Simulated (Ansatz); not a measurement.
# Geometry relaxation, with input and output: Al$_{3}$Cu (part 1 of 2)

Al$_{3}$Cu (P4/mmm, 4 atoms in the cell), computed with DFT r2SCAN, scalar-relativistic, plane waves, PAW, no spin polarisation (Ansatz 0.2.0).

The structure derives from a Materials Project entry. Figures and captions count atoms from 1; the log counts them from 0 in places.

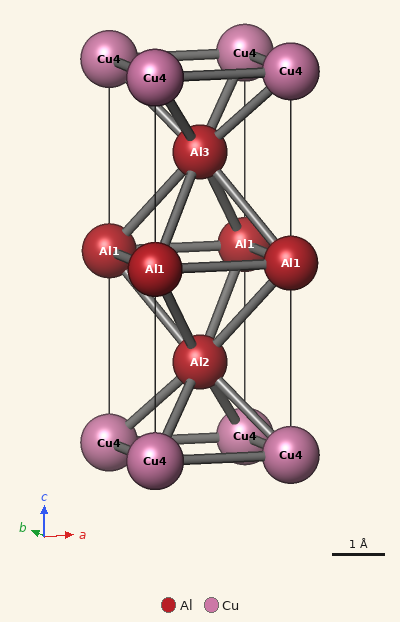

Fig. 1: The structure as given in the input (ball-and-stick view of the cell of the calculation, seen slightly off an axis; atoms are numbered from 1 in the order of the input). Near neighbours in the crystal (not all of them lie inside the picture): Al has 12 Al at 2.78 to 2.85 Å; Al has 8 Al at 2.78 to 2.85 Å and 4 Cu at 2.60 Å; Cu has 8 Al at 2.60 Å and 4 Cu at 2.78 Å.

The input:
```yaml
crystal:
  lattice:
    - [2.7784054294, 0.0, 0.0]
    - [0.0, 2.7784054294, 0.0]
    - [0.0, 0.0, 7.51340341]
  atoms:
    - { symbol: Al, position: [0.0, 0.0, 0.5] }
    - { symbol: Al, position: [0.5, 0.5, 0.22611551] }
    - { symbol: Al, position: [0.5, 0.5, 0.77388449] }
    - { symbol: Cu, position: [0.0, 0.0, 0.0] }
basis:
  ecutwfc: 500
kpoints:
  mp_grid: { grid: [16, 16, 6] }
hamiltonian:
  xc: r2scan
scf:
  occupations: { method: gaussian, width: 0.1 }
output:
  forces: true
  stress: true
  eigenvalues: true
  write_density: true
  write_potential: true
  elf: true
  volumetric_format: npy
relax:
  adjacent_minimum: "off"
  f_tol: 0.005
  max_steps: 80
  cell: { stress_tol: 0.05 }
```

Command:
```bash
ansatz run input.yaml --threads 1 --pin off --max-ram 2560MiB --backend cpu --events-out ev --progress --plain --runs-dir out
```

Log:
```
Engine: ansatz 0.2.0, x86_64-unknown-linux-gnu
Pseudopotentials: kind: paw
Pseudopotential: Al, paw, valence charge 3, recommended cutoff 500 eV (meta_gga), Al.paw.azcp
Pseudopotential: Cu, paw, valence charge 19, recommended cutoff 500 eV (meta_gga), Cu.paw.azcp
Functional definition: r2SCAN
  parameter k0 = 0.174
  parameter k1 = 0.065
  parameter a1 = 4.9479
  exchange = r2scan_x(k0 = k0, k1 = k1, a1 = a1)
  correlation = r2scan_c
Crystal: 4 atoms, lattice volume = 58.000 Å³
Basis set: ecut = 500 eV, 1459 PW (Γ), exchange–correlation on 96×96×240 points (64 copies of the dense FFT grid, shifted against one another)
Bands: 18, of which v1, the nominal top of the filled ones, is band 14 counted from 1 (13 counted from 0)
Symmetry: 16 space group operations
Space group: P4/mmm (ITA 123), of the structure as read, at distance tolerance 3.9e-5 Å
k-points: 180 of 1536
Non-local potential: Al, projectors of the file, l = 0: 2, l = 1: 2, l = 2: 1
Non-local potential: Cu, projectors of the file, l = 0: 3, l = 1: 2, l = 2: 3, l = 3: 1
PAW form: soft (Blöchl's): semilocal exchange-correlation on the pseudo side does not see the compensation charge
PAW frozen core: Al, regenerated for the run's functional (the file was generated under x = pbe(κ = 0.804, μ = 0.2195149727645171), c = pbe(β = 0.06672455060314922))
PAW frozen core: Cu, regenerated for the run's functional (the file was generated under x = pbe(κ = 0.804, μ = 0.2195149727645171), c = pbe(β = 0.06672455060314922))
PAW one-centre angular grid: Al, 302 points (default); XC on 160 Gauss nodes
PAW one-centre angular grid: Cu, 590 points (default); XC on 160 Gauss nodes
Initial density: superposition of atomic densities (neutral atoms: chi_scale 0, normalization atom), corrected by the library's trained network
Initial wavefunctions: pseudopotential atomic-orbital guess
Functional: x = r2scan, c = r2scan; τ floored in thin density (d = 2e-4 eV/Å³)
SCF iter   1: F=—  HF=-8252.839378 eV  |F-HF|=—  |Δ(HF+E_count)|=         —  Δρ=2.23e-2  dr2=2.91e-1  dr2_τ=1.61e-2  ethr=1.77e-3  ⟨swp⟩=6.1  Hψ=17521  notcnv=0
preconditioner: auto → Kerker (q_TF=auto, 2.416 Å⁻¹)  [metal: Δε(μ)=0.025 eV  Ē_g=7.903 eV  σ=0.100 eV  W_gap=0.14  n_scr=16 (ndim 8)  ℏωp=21.8 eV  f_vac=0.000  D(μ)=1.58/eV (n_scr^D=4)]
SCF iter   2: F=—  HF=-8252.863194 eV  |F-HF|=—  |Δ(HF+E_count)|=   2.38e-2  Δρ=1.84e-2  dr2=1.04e-1  dr2_τ=1.08e-3  ethr=1.04e-3  ⟨swp⟩=2.0  Hψ=6745  notcnv=0  defer=50
SCF iter   3: F=—  HF=-8252.833347 eV  |F-HF|=—  |Δ(HF+E_count)|=   2.98e-2  Δρ=5.16e-3  dr2=3.30e-2  dr2_τ=4.67e-5  ethr=3.73e-4  ⟨swp⟩=2.0  Hψ=5325  notcnv=0  defer=50
SCF iter   4: F=—  HF=-8252.828961 eV  |F-HF|=—  |Δ(HF+E_count)|=   4.39e-3  Δρ=1.49e-3  dr2=1.41e-3  dr2_τ=1.07e-5  ethr=1.18e-4  ⟨swp⟩=1.0  Hψ=4671  notcnv=0  defer=50
SCF iter   5: F=—  HF=-8252.829139 eV  |F-HF|=—  |Δ(HF+E_count)|=   1.78e-4  Δρ=7.48e-4  dr2=8.31e-4  dr2_τ=2.08e-6  ethr=5.05e-6  ⟨swp⟩=2.1  Hψ=4311  notcnv=0  defer=50
SCF iter   6: F=—  HF=-8252.829023 eV  |F-HF|=—  |Δ(HF+E_count)|=   1.16e-4  Δρ=2.84e-4  dr2=5.48e-5  dr2_τ=1.21e-7  ethr=2.97e-6  ⟨swp⟩=1.3  Hψ=3309  notcnv=0  defer=50
SCF iter   7: F=—  HF=-8252.829024 eV  |F-HF|=—  |Δ(HF+E_count)|=   2.49e-7  Δρ=4.67e-5  dr2=1.39e-6  dr2_τ=9.20e-9  ethr=1.96e-7  ⟨swp⟩=1.7  Hψ=3681  notcnv=0  defer=50
SCF iter   8: F=—  HF=-8252.829023 eV  |F-HF|=—  |Δ(HF+E_count)|=   1.29e-7  Δρ=2.28e-5  dr2=2.56e-7  dr2_τ=8.91e-10  ethr=4.95e-9  ⟨swp⟩=2.2  Hψ=4758  notcnv=0  defer=50
SCF iter   9: F=-8252.829023 eV  HF=-8252.829023 eV  |F-HF|=1.93e-9  |Δ(HF+E_count)|=   9.24e-9  Δρ=3.85e-6  dr2=7.24e-9  dr2_τ=2.11e-11  ethr=3.57e-10  ⟨swp⟩=8.2  Hψ=18010  notcnv=0
SCF 1 converged in 9 iterations: F = -8252.829023 eV  dr2 = 7.24e-9
  greatest PAW one-centre occupation: 1.000 electrons in one spin orbital (limit 2), on the Cu atom at site 3 (counted from 0), in its partial waves of l = 0
relax step   1: F+E_penalty+E_count = -8252.82902345 eV  Δ(F+E_penalty+E_count) = +0.000e0 eV  max|allowed force component| = 1.544e-1 eV/Å  Δτ_max = 0.0000 Å  P = +0.492 GPa  Ω = 58.000 Å³  (9 SCF iters, dr2 threshold 1.00e-7 eV, accepted)
Crystal: 4 atoms, lattice volume = 58.600 Å³
Basis set: ecut = 500 eV, 1475 PW (Γ), exchange–correlation on 96×96×240 points (64 copies of the dense FFT grid, shifted against one another)
Initial density: handed on by an earlier stage of this run
Initial wavefunctions: those handed on with the density
iter 1 solved again at ethr=1.07e-4 eV; its pass at ethr=3.10e-3 eV (dr2=3.00e-2 eV) is discarded
SCF iter   1: F=—  HF=-8252.835556 eV  |F-HF|=—  |Δ(HF+E_count)|=         —  Δρ=3.64e-3  dr2=3.01e-2  dr2_τ=2.31e-3  ethr=1.07e-4  ⟨swp⟩=1.0  Hψ=18802  notcnv=0
preconditioner: auto → Kerker (q_TF=auto, 2.412 Å⁻¹)  [metal: Δε(μ)=0.018 eV  Ē_g=7.730 eV  σ=0.100 eV  W_gap=0.10  n_scr=16 (ndim 8)  ℏωp=21.7 eV  f_vac=0.000  D(μ)=1.53/eV (n_scr^D=4)]
SCF iter   2: F=—  HF=-8252.837565 eV  |F-HF|=—  |Δ(HF+E_count)|=   2.01e-3  Δρ=3.73e-3  dr2=9.13e-3  dr2_τ=2.23e-5  ethr=1.07e-4  ⟨swp⟩=2.0  Hψ=4667  notcnv=0
SCF iter   3: F=—  HF=-8252.836299 eV  |F-HF|=—  |Δ(HF+E_count)|=   1.27e-3  Δρ=1.34e-3  dr2=8.16e-3  dr2_τ=1.73e-5  ethr=3.26e-5  ⟨swp⟩=2.0  Hψ=4459  notcnv=0
SCF iter   4: F=—  HF=-8252.835330 eV  |F-HF|=—  |Δ(HF+E_count)|=   9.69e-4  Δρ=5.87e-4  dr2=1.29e-4  dr2_τ=2.46e-6  ethr=2.91e-5  ⟨swp⟩=1.8  Hψ=3491  notcnv=0
SCF iter   5: F=—  HF=-8252.835358 eV  |F-HF|=—  |Δ(HF+E_count)|=   2.74e-5  Δρ=2.54e-4  dr2=6.36e-5  dr2_τ=1.88e-7  ethr=4.61e-7  ⟨swp⟩=1.6  Hψ=4424  notcnv=0
SCF iter   6: F=—  HF=-8252.835348 eV  |F-HF|=—  |Δ(HF+E_count)|=   9.85e-6  Δρ=5.63e-5  dr2=3.52e-6  dr2_τ=1.32e-8  ethr=2.27e-7  ⟨swp⟩=2.2  Hψ=4214  notcnv=0
SCF iter   7: F=—  HF=-8252.835349 eV  |F-HF|=—  |Δ(HF+E_count)|=   7.33e-7  Δρ=2.67e-5  dr2=4.83e-7  dr2_τ=2.21e-9  ethr=1.26e-8  ⟨swp⟩=2.3  Hψ=5002  notcnv=0
SCF iter   8: F=-8252.835349 eV  HF=-8252.835349 eV  |F-HF|=1.87e-9  |Δ(HF+E_count)|=   5.17e-9  Δρ=9.17e-6  dr2=2.62e-8  dr2_τ=8.59e-11  ethr=1.43e-9  ⟨swp⟩=8.2  Hψ=20079  notcnv=0
SCF 2 converged in 8 iterations: F = -8252.835349 eV  dr2 = 2.62e-8
relax step   2: F+E_penalty+E_count = -8252.83534856 eV  Δ(F+E_penalty+E_count) = -6.325e-3 eV  max|allowed force component| = 1.437e-2 eV/Å  Δτ_max = 0.0250 Å  P = -0.382 GPa  Ω = 58.600 Å³  energy of the carried Pulay correction = -8.045e-5 eV  (8 SCF iters, dr2 threshold 4.00e-7 eV, accepted)
Crystal: 4 atoms, lattice volume = 58.411 Å³
iter 1 solved again at ethr=2.52e-6 eV; its pass at ethr=3.10e-3 eV (dr2=7.06e-4 eV) is discarded
SCF iter   1: F=—  HF=-8252.835558 eV  |F-HF|=—  |Δ(HF+E_count)|=         —  Δρ=1.20e-3  dr2=6.91e-4  dr2_τ=1.17e-4  ethr=2.52e-6  ⟨swp⟩=1.0  Hψ=15373  notcnv=0
preconditioner: auto → Kerker (q_TF=auto, 2.414 Å⁻¹)  [metal: Δε(μ)=0.015 eV  Ē_g=7.691 eV  σ=0.100 eV  W_gap=0.08  n_scr=16 (ndim 8)  ℏωp=21.7 eV  f_vac=0.000  D(μ)=1.51/eV (n_scr^D=4)]
SCF iter   2: F=—  HF=-8252.835742 eV  |F-HF|=—  |Δ(HF+E_count)|=   1.84e-4  Δρ=1.09e-3  dr2=3.51e-4  dr2_τ=3.28e-6  ethr=2.47e-6  ⟨swp⟩=2.4  Hψ=5507  notcnv=0
SCF iter   3: F=—  HF=-8252.835643 eV  |F-HF|=—  |Δ(HF+E_count)|=   9.95e-5  Δρ=1.25e-4  dr2=2.57e-5  dr2_τ=5.01e-8  ethr=1.25e-6  ⟨swp⟩=2.1  Hψ=4605  notcnv=0
SCF iter   4: F=—  HF=-8252.835639 eV  |F-HF|=—  |Δ(HF+E_count)|=   4.05e-6  Δρ=5.52e-5  dr2=2.18e-6  dr2_τ=3.73e-8  ethr=9.16e-8  ⟨swp⟩=2.2  Hψ=4469  notcnv=0
SCF iter   5: F=—  HF=-8252.835640 eV  |F-HF|=—  |Δ(HF+E_count)|=   1.26e-6  Δρ=6.24e-5  dr2=1.11e-6  dr2_τ=2.15e-9  ethr=1.43e-9  ⟨swp⟩=8.6  Hψ=23264  notcnv=0
SCF iter   6: F=-8252.835640 eV  HF=-8252.835640 eV  |F-HF|=1.21e-7  |Δ(HF+E_count)|=   5.50e-8  Δρ=1.16e-5  dr2=1.70e-7  dr2_τ=4.02e-10  ethr=1.43e-9  ⟨swp⟩=5.9  Hψ=19498  notcnv=0
SCF 3 converged in 6 iterations: F = -8252.835640 eV  dr2 = 1.70e-7
relax step   3: F+E_penalty+E_count = -8252.83563986 eV  Δ(F+E_penalty+E_count) = -2.913e-4 eV  max|allowed force component| = 1.038e-3 eV/Å  Δτ_max = 0.0011 Å  P = -0.021 GPa  Ω = 58.411 Å³  energy of the carried Pulay correction = -5.519e-5 eV  (6 SCF iters, dr2 threshold 4.00e-7 eV, accepted)
Initial wavefunctions: pseudopotential atomic-orbital guess (no wavefunctions were taken with the density)
iter 1 solved again at ethr=4.44e-8 eV; its pass at ethr=3.10e-3 eV (dr2=1.24e-5 eV) is discarded
SCF iter   1: F=—  HF=-8252.835687 eV  |F-HF|=—  |Δ(HF+E_count)|=         —  Δρ=6.39e-5  dr2=2.73e-7  dr2_τ=4.69e-8  ethr=4.44e-8  ⟨swp⟩=2.9  Hψ=25666  notcnv=0
preconditioner: auto → Kerker (q_TF=auto, 2.414 Å⁻¹)  [metal: Δε(μ)=0.014 eV  Ē_g=7.700 eV  σ=0.100 eV  W_gap=0.08  n_scr=16 (ndim 8)  ℏωp=21.7 eV  f_vac=0.000  D(μ)=1.52/eV (n_scr^D=4)]
SCF iter   2: F=—  HF=-8252.835695 eV  |F-HF|=—  |Δ(HF+E_count)|=   7.30e-6  Δρ=3.30e-5  dr2=9.64e-8  dr2_τ=6.07e-8  ethr=9.74e-10  ⟨swp⟩=1.2  Hψ=3400  notcnv=0
SCF iter   3: F=—  HF=-8252.835697 eV  |F-HF|=—  |Δ(HF+E_count)|=   2.15e-6  Δρ=5.18e-6  dr2=1.49e-8  dr2_τ=3.82e-10  ethr=3.44e-10  ⟨swp⟩=2.0  Hψ=5011  notcnv=0
SCF iter   4: F=—  HF=-8252.835697 eV  |F-HF|=—  |Δ(HF+E_count)|=   2.95e-9  Δρ=2.70e-6  dr2=2.02e-9  dr2_τ=3.62e-10  ethr=5.32e-11  ⟨swp⟩=2.1  Hψ=4221  notcnv=0
SCF iter   5: F=—  HF=-8252.835697 eV  |F-HF|=—  |Δ(HF+E_count)|=   1.29e-8  Δρ=1.94e-6  dr2=1.56e-9  dr2_τ=7.73e-12  ethr=7.21e-12  ⟨swp⟩=2.0  Hψ=5568  notcnv=0
SCF iter   6: F=-8252.835697 eV  HF=-8252.835697 eV  |F-HF|=4.18e-11  |Δ(HF+E_count)|=  2.98e-10  Δρ=2.63e-7  dr2=1.79e-11  dr2_τ=1.23e-12  ethr=1.00e-12  ⟨swp⟩=4.3  Hψ=15666  notcnv=0
SCF 4 converged in 6 iterations: F = -8252.835697 eV  dr2 = 1.79e-11
relax step   4: F+E_penalty+E_count = -8252.83569682 eV  Δ(F+E_penalty+E_count) = -5.695e-5 eV  max|allowed force component| = 1.223e-3 eV/Å  Δτ_max = 0.0000 Å  P = -0.020 GPa  Ω = 58.411 Å³  stress off target by 2.63e-2 GPa  SCF on the basis re-selected at this cell (its energy is not comparable with the rows above)  (6 SCF iters)
```

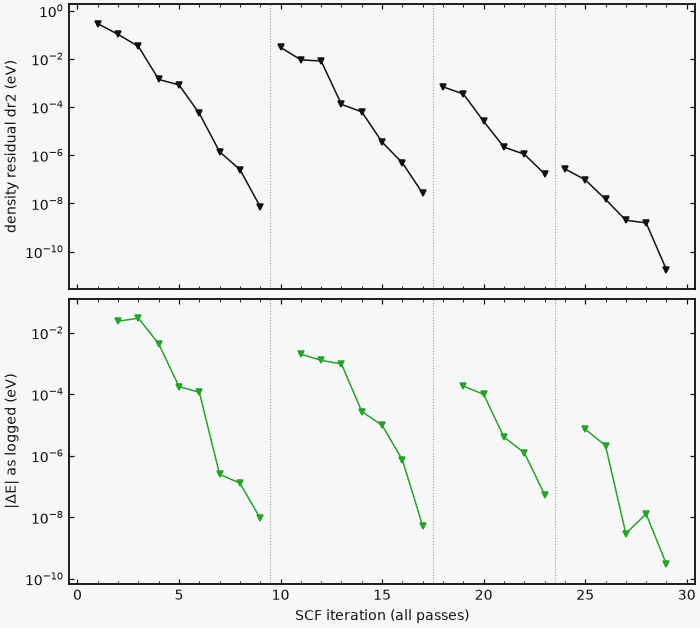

Fig. 2: Convergence of the self-consistent field: density residual dr2 and size of the energy change against the SCF iteration. The dotted lines part the SCF passes of the relaxation: geometry steps, rejected trials and re-solves on a re-selected basis. The passes take 9, 8, 6 and 6 iterations.

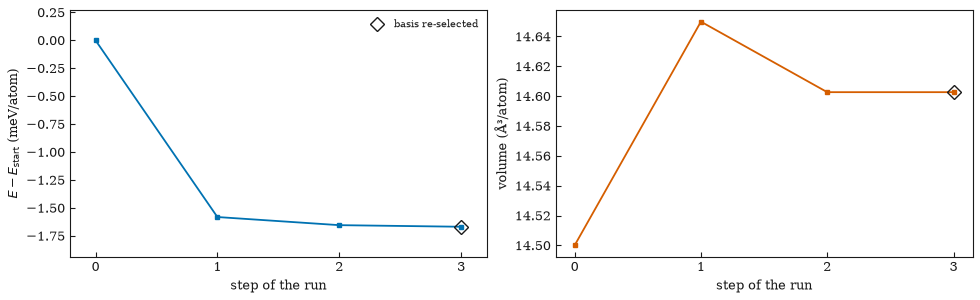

Fig. 3: Progress of the relaxation, step by step (the first geometry is step 0 here and step 1 in the log).
